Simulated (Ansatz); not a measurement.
Given this structure:

```
CELL_PARAMETERS angstrom
2.77608 0.00000 0.00000
-1.38804 2.40416 0.00000
0.00000 0.00000 6.96867
ATOMIC_POSITIONS crystal
Al 0.00000 0.00000 0.77795
Al 0.00000 0.00000 0.22205
O 0.33333 0.66667 0.69945
O 0.66667 0.33333 0.30055
O 0.00000 0.00000 0.00000
```

Summarise the structure in words.

Answer. The stoichiometry is Al2O3. It belongs to space group P-3m1 (No. 164) and has a primitive hexagonal lattice. One cell contains 2 Al, 3 O, 5 atoms in all. About every Al there are four O in a distorted tetrahedral arrangement at 1.55 to 1.69 Å. O takes two kinds of site: 2d with three Al in a trigonal pyramidal arrangement at 1.69 Å; 1a with two Al in a linear arrangement at 1.55 Å. The bonds build Al2O3 layers parallel to (001).

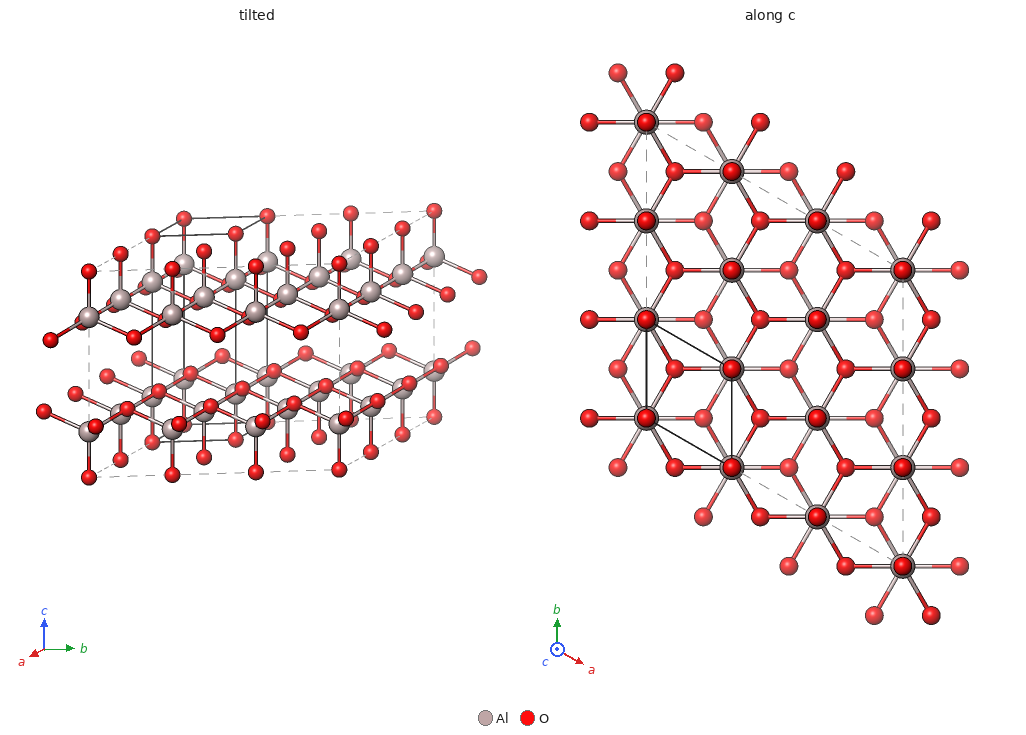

The image is a ball-and-stick drawing of a crystal, viewed slightly off an axis and along the c axis. Solid lines give the conventional unit cell, repeated here 3×3×1 times. Some atoms of the next cells are drawn as well.

It goes back to a structure listed in the Materials Project. The cell was then strained or its atoms displaced on purpose. It was run through Ansatz as a DFT input.

At this level of theory the run's own cell isn't at rest (compressed, at 59 GPa and forces up to 2.9 eV/Å), so its distances can differ from those at equilibrium, the more so the softer the solid.
